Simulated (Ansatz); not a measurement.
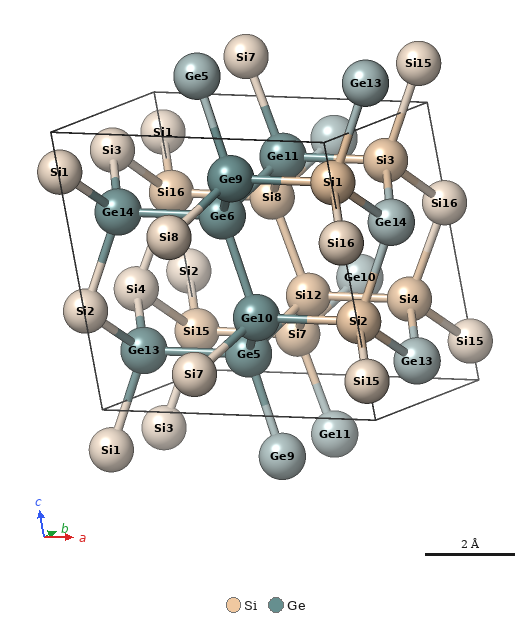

*The input geometry (ball-and-stick view of the cell of the calculation, seen slightly off an axis; neighbours outside the cell are drawn fainter; atoms are numbered from 1 in the order of the input).*

## Run report: Ge₇Si₉, single-point calculation (part 1 of 2)

Ge₇Si₉ (Cm, 16 atoms in the cell), computed with DFT PBEsol, spin-orbit coupling, plane waves, PAW (Ansatz 0.2.0).

The structure was built on a prototype by a generator; it need not be a known phase. Figures and captions count atoms from 1; the log counts them from 0 in places.

The input
```yaml
crystal:
  lattice:
    - [-0.0004036824, -0.0002330661, -6.4311144909]
    - [-3.8934887153, -6.7428233226, -0.0004890628]
    - [-3.892711933, 6.7423748414, 0.0]
  atoms:
    - { symbol: Si, position: [0.9397841031, 0.1610086507, 0.8307190363] }
    - { symbol: Si, position: [0.9397841031, 0.1610086507, 0.3302896144] }
    - { symbol: Si, position: [0.9404664558, 0.672409683, 0.8362048415] }
    - { symbol: Si, position: [0.9333973833, 0.6723901892, 0.3361950946] }
    - { symbol: Ge, position: [0.4390448341, 0.3382958373, 0.1691479187] }
    - { symbol: Ge, position: [0.4386007857, 0.3340414045, 0.6670207022] }
    - { symbol: Si, position: [0.4328052954, 0.8305956522, 0.1685355275] }
    - { symbol: Si, position: [0.4328052954, 0.8305956522, 0.6620601247] }
    - { symbol: Ge, position: [0.5660704647, 0.1604087696, 0.8304311421] }
    - { symbol: Ge, position: [0.5660704647, 0.1604087696, 0.3299776274] }
    - { symbol: Ge, position: [0.5650913499, 0.6731330153, 0.8365665077] }
    - { symbol: Si, position: [0.5639338506, 0.6724225869, 0.3362112934] }
    - { symbol: Ge, position: [0.0571672698, 0.3350732278, 0.1675366139] }
    - { symbol: Ge, position: [0.0575000468, 0.3337711876, 0.6668855938] }
    - { symbol: Si, position: [0.0637391489, 0.8322183617, 0.1670365725] }
    - { symbol: Si, position: [0.0637391489, 0.8322183617, 0.6651817892] }
basis:
  ecutwfc: 420
kpoints:
  mp_grid: { grid: [6, 6, 6] }
  band_path: { path: [[0.0, 0.0, 0.0], [0.05, 0.0, 0.0]], npoints: 1 }
hamiltonian:
  xc: pbesol
scf:
  occupations: { method: gaussian, width: 0.01 }
  n_extra_bands: 22
output:
  eigenvalues: true
magnetization:
  noncollinear: true
  spin_orbit: true
```

Command:
```bash
ansatz run input.yaml --threads 4 --pin off --max-ram 10240MiB --backend cpu --events-out ev --progress --plain --runs-dir out
```

Output
```
scf.n_extra_bands = 22 over 134 filled bands (N_el = 134.0): the run solves 156 bands
Engine: ansatz 0.2.0, aarch64-unknown-linux-gnu
Pseudopotentials: kind: paw_fr
Pseudopotential: Si, paw_fr, valence charge 4, recommended cutoff 420 eV (normal), Si.paw.azcp#standard-fr
Pseudopotential: Ge, paw_fr, valence charge 14, recommended cutoff 420 eV (normal), Ge.paw.azcp#standard-fr
Functional definition: PBEsol
  exchange = pbesol_x
  correlation = pbesol_c
non-collinear run that drives no moment, with spin-orbit: no starting moment large enough to seed its density (crystal.atoms[].spin), no starting occupations that ask for one, no magnetisation constraint and no magnetic field, so the semilocal B_xc is pinned to zero
Crystal: 16 atoms, lattice volume = 337.629 Å³
Basis set: ecut = 420 eV, 6567 PW (Γ)
Bands: 156, of which v1, the nominal top of the filled ones, is band 134 counted from 1 (133 counted from 0)
Symmetry: 2 space group operations + 2 with time reversal
Magnetic group: BNS 8.33 (UNI 40), of the structure as read, at distance tolerance 7.0e-5 Å
k-points: 68 of 216 (time reversal used)
Projection manifold: j_resolved (fully-relativistic pseudo-atomic orbitals)
Non-local potential: Si, projectors of the file, l = 0: 2, l = 1: 4, l = 2: 4
Non-local potential: Ge, projectors of the file, l = 0: 2, l = 1: 4, l = 2: 6, l = 3: 2
PAW form: soft (Blöchl's): semilocal exchange-correlation on the pseudo side does not see the compensation charge
PAW frozen core: Si, regenerated for the run's functional, and the local potential with it (the file was generated under x = pbe(κ = 0.804, μ = 0.2195149727645171), c = pbe(β = 0.06672455060314922))
PAW frozen core: Ge, regenerated for the run's functional, and the local potential with it (the file was generated under x = pbe(κ = 0.804, μ = 0.2195149727645171), c = pbe(β = 0.06672455060314922))
PAW one-centre angular grid: Si, 110 points (default); XC on 64 Gauss nodes
PAW one-centre angular grid: Ge, 590 points (default); XC on 64 Gauss nodes
Initial density: superposition of atomic densities (chi_scale 0.1, normalization cell, long waves kept (reshape's long-wave potential 0.05 eV rms))
Initial wavefunctions: pseudopotential atomic-orbital guess
Functional: x = pbesol(κ = 0.804, μ = 0.12345679012345678), c = pbesol(β = 0.046)
SCF iter   1: F=—  HF=-35369.545100 eV  |F-HF|=—  |Δ(HF+E_count)|=         —  Δρ=4.11e-2  dr2=5.33e0  dr2_m=0.00e0 (ungated)  ethr=3.10e-3  |M|=0.00e0 ∫|m|=0.00e0 μB  |m|>n=0.0e0 m-floor=0.0e0 τ_xc=0.0e0  β_m=0.30  ⟨swp⟩=6.0  Hψ=50221  notcnv=0  defer=109
preconditioner: auto → Resta (q_TF=auto, 2.339 Å⁻¹)  ε∞=5.5  [insulator: Δε(μ)=0.201 eV  Ē_g=7.609 eV  σ=0.010 eV  W_gap=1.00  n_scr=70 (ndim 8)  ℏωp=16.2 eV  f_vac=0.000  D(μ)=0.00/eV (n_scr^D=0)  ε∞_Penn≈5.5]
spin=Noncollinear: Resta preconditioning applied to the charge; magnetization (m_x, m_y, m_z) channels mix plain (no charge-response kernel on spin).
SCF iter   2: F=—  HF=-35368.966399 eV  |F-HF|=—  |Δ(HF+E_count)|=   5.79e-1  Δρ=3.11e-2  dr2=3.07e0  dr2_m=0.00e0 (ungated)  ethr=3.10e-3  |M|=0.00e0 ∫|m|=0.00e0 μB  |m|>n=0.0e0 m-floor=0.0e0 τ_xc=0.0e0  β_m=0.65  ⟨swp⟩=1.0  Hψ=12240  notcnv=0  defer=147
SCF iter   3: F=—  HF=-35368.219201 eV  |F-HF|=—  |Δ(HF+E_count)|=   7.47e-1  Δρ=3.19e-3  dr2=4.72e-2  dr2_m=0.00e0 (ungated)  ethr=2.29e-3  |M|=0.00e0 ∫|m|=0.00e0 μB  |m|>n=0.0e0 m-floor=0.0e0 τ_xc=0.0e0  β_m=0.63  ⟨swp⟩=2.5  Hψ=12763  notcnv=0  defer=256
SCF iter   4: F=—  HF=-35368.212148 eV  |F-HF|=—  |Δ(HF+E_count)|=   7.05e-3  Δρ=1.89e-3  dr2=1.64e-2  dr2_m=0.00e0 (ungated)  ethr=3.52e-5  |M|=0.00e0 ∫|m|=0.00e0 μB  |m|>n=0.0e0 m-floor=0.0e0 τ_xc=0.0e0  β_m=0.74  ⟨swp⟩=2.6  Hψ=20435  notcnv=0  defer=1048
SCF iter   5: F=—  HF=-35368.217860 eV  |F-HF|=—  |Δ(HF+E_count)|=   5.71e-3  Δρ=6.04e-4  dr2=1.96e-3  dr2_m=0.00e0 (ungated)  ethr=1.23e-5  |M|=0.00e0 ∫|m|=0.00e0 μB  |m|>n=0.0e0 m-floor=0.0e0 τ_xc=0.0e0  β_m=0.87  ⟨swp⟩=3.8  Hψ=19312  notcnv=0  defer=1048
SCF iter   6: F=—  HF=-35368.219583 eV  |F-HF|=—  |Δ(HF+E_count)|=   1.72e-3  Δρ=1.39e-4  dr2=8.21e-5  dr2_m=0.00e0 (ungated)  ethr=1.46e-6  |M|=0.00e0 ∫|m|=0.00e0 μB  |m|>n=0.0e0 m-floor=0.0e0 τ_xc=0.0e0  β_m=0.87  ⟨swp⟩=2.0  Hψ=14360  notcnv=0  defer=1048
SCF iter   7: F=—  HF=-35368.219744 eV  |F-HF|=—  |Δ(HF+E_count)|=   1.62e-4  Δρ=6.37e-5  dr2=1.25e-5  dr2_m=0.00e0 (ungated)  ethr=6.13e-8  |M|=0.00e0 ∫|m|=0.00e0 μB  |m|>n=0.0e0 m-floor=0.0e0 τ_xc=0.0e0  β_m=0.73  ⟨swp⟩=2.0  Hψ=19344  notcnv=0  defer=1048
SCF iter   8: F=—  HF=-35368.219742 eV  |F-HF|=—  |Δ(HF+E_count)|=   1.99e-6  Δρ=2.05e-5  dr2=1.64e-6  dr2_m=0.00e0 (ungated)  ethr=9.32e-9  |M|=0.00e0 ∫|m|=0.00e0 μB  |m|>n=0.0e0 m-floor=0.0e0 τ_xc=0.0e0  β_m=0.87  ⟨swp⟩=2.0  Hψ=18672  notcnv=0  defer=1048
SCF iter   9: F=-35368.219745 eV  HF=-35368.219745 eV  |F-HF|=3.32e-8  |Δ(HF+E_count)|=   2.55e-6  Δρ=4.21e-6  dr2=7.62e-8  dr2_m=0.00e0 (ungated)  ethr=7.46e-11  |M|=0.00e0 ∫|m|=0.00e0 μB  |m|>n=0.0e0 m-floor=0.0e0 τ_xc=0.0e0  ⟨swp⟩=10.1  Hψ=41314  notcnv=0
SCF 1 converged in 9 iterations: F = -35368.219745 eV  dr2 = 7.62e-8
  greatest PAW one-centre occupation: 0.998 electrons in one spin orbital (limit 2), on the Ge atom at site 5 (counted from 0), in its partial waves of l = 2
```

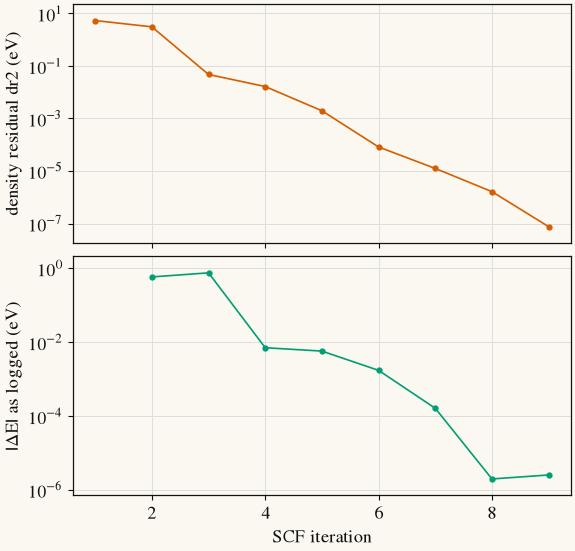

*Convergence of the self-consistent field: density residual dr2 and size of the energy change against the SCF iteration.*

The residual falls at every step.

```
NSCF: frozen V_eff on 2 k-points
SCF converged after 9 iterations
Magnetization: |M| = 0.0000 μB,  M = (+0.0000, +0.0000, +0.0000) μB
Absolute magnetization: 0.0000 μB (∫|m|)
  site 0: m = (+0.0000, +0.0000, +0.0000) μB, |m| = 0.0000 μB  (R = 0.97 Å)
  site 1: m = (+0.0000, +0.0000, +0.0000) μB, |m| = 0.0000 μB  (R = 0.97 Å)
  site 2: m = (+0.0000, +0.0000, +0.0000) μB, |m| = 0.0000 μB  (R = 0.98 Å)
  site 3: m = (+0.0000, +0.0000, +0.0000) μB, |m| = 0.0000 μB  (R = 0.98 Å)
  site 4: m = (+0.0000, +0.0000, +0.0000) μB, |m| = 0.0000 μB  (R = 0.99 Å)
  site 5: m = (+0.0000, +0.0000, +0.0000) μB, |m| = 0.0000 μB  (R = 1.00 Å)
  site 6: m = (+0.0000, +0.0000, +0.0000) μB, |m| = 0.0000 μB  (R = 0.97 Å)
  site 7: m = (+0.0000, +0.0000, +0.0000) μB, |m| = 0.0000 μB  (R = 0.97 Å)
  site 8: m = (+0.0000, +0.0000, +0.0000) μB, |m| = 0.0000 μB  (R = 0.98 Å)
  site 9: m = (+0.0000, +0.0000, +0.0000) μB, |m| = 0.0000 μB  (R = 0.98 Å)
  site 10: m = (+0.0000, +0.0000, +0.0000) μB, |m| = 0.0000 μB  (R = 0.99 Å)
  site 11: m = (+0.0000, +0.0000, +0.0000) μB, |m| = 0.0000 μB  (R = 0.97 Å)
  site 12: m = (+0.0000, +0.0000, +0.0000) μB, |m| = 0.0000 μB  (R = 0.99 Å)
  site 13: m = (+0.0000, +0.0000, +0.0000) μB, |m| = 0.0000 μB  (R = 0.99 Å)
  site 14: m = (+0.0000, +0.0000, +0.0000) μB, |m| = 0.0000 μB  (R = 0.97 Å)
  site 15: m = (+0.0000, +0.0000, +0.0000) μB, |m| = 0.0000 μB  (R = 0.97 Å)
Free energy (F): -35368.219745 eV
Harris-Foulkes:  -35368.219745 eV  (|F-HF|=3.32e-8)
Internal energy: -35368.219745 eV  (E = F + TS)
E sigma→0 (E₀):  -35368.219745 eV
Entropy (-TS):   -0.000000 eV (-0.000 meV/atom)
Fermi energy:    7.610451 eV
--- Per-component energies (eV) ---
  E_band       = -1072.258053
  E_kinetic    = 1143.819511
  E_local      = -20999.551729  (includes V_loc(G=0)·N_el)
  E_nonlocal   = 3178.896668
  E_hartree    = 9350.685582
  E_xc         = -1017.044270
  E_vxc        = -874.944331  (∫ρ·V_xc dr)
  E_paw        = -18348.980528  (= ΣΔE_a)
  E_vpaw       = -2221.855404  (= ΣTr[D̂ρ^β])
  E_aug_tail   = 0.002198  (compensation charges beyond the density's cutoff)
  E_ewald      = -8682.779557
  E_core_change = 6.732381  (= ΣΔE_core)
  E_smearing   = -0.000000  (= −TS)
  E_closure    = 0.000000  (closes the sum)
  Σ components = -35368.219745   (vs F -35368.219745, Δ=0.00e0)
--- Band table (eV; the first three rows and the last of 68) ---
```
